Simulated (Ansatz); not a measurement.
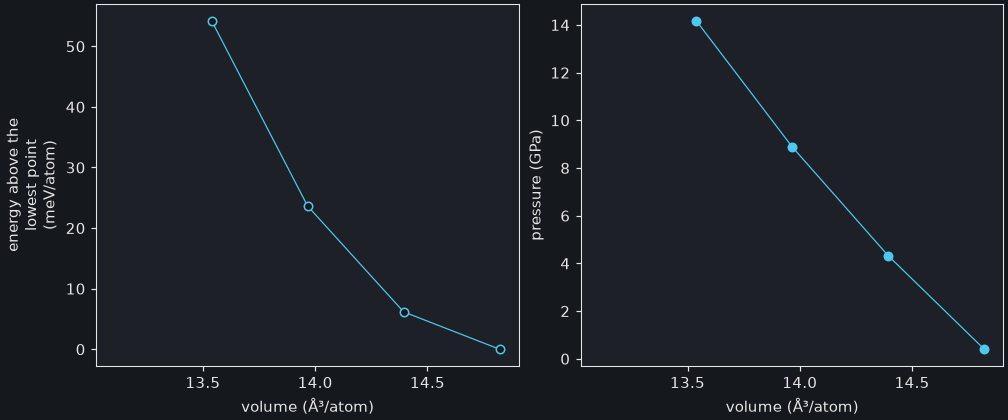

The picture above shows the energy above the lowest point and pressure against volume for EuO, space group Fm-3m (No. 225) (one of a set of cubic test structures, which need not be the stable phase).

Method: equation of state of a cubic crystal from periodic Kohn-Sham density functional theory without spin; pressure corrected for the finite basis (Ansatz 0.2.0 development build). Level: r2SCAN.

| setting | value |
| --- | --- |
| structure type | rock salt |
| atoms in cell | 2 |
| space group number | 225 |
| lattice centring | face-centred primitive |
| k mesh | 12×12×12 |
| occupation method | Fermi–Dirac |
| occupation width | 0.1 eV |
| wave cutoff | 1050 eV |
| datasets | hand-made PAW |
| density tolerance | 1e−09 eV |
| bands | 18 |
| density cutoff ratio | 5 |
| search for lower states | default |
| xc grid level | 2 |

The point at volume 13.11 Å³/atom is left out of the plot. What does the calculation give there?

| volume (Å³/atom) | energy above the lowest point (meV/atom) | pressure (GPa) |
| --- | --- | --- |
| 13.11 | 98.5 | 19.7 |

Note: open f shell treated without spin; open f shell, state may not be the lowest; the volumes run don't bracket the minimum of the energy, so any equilibrium value is extrapolated.
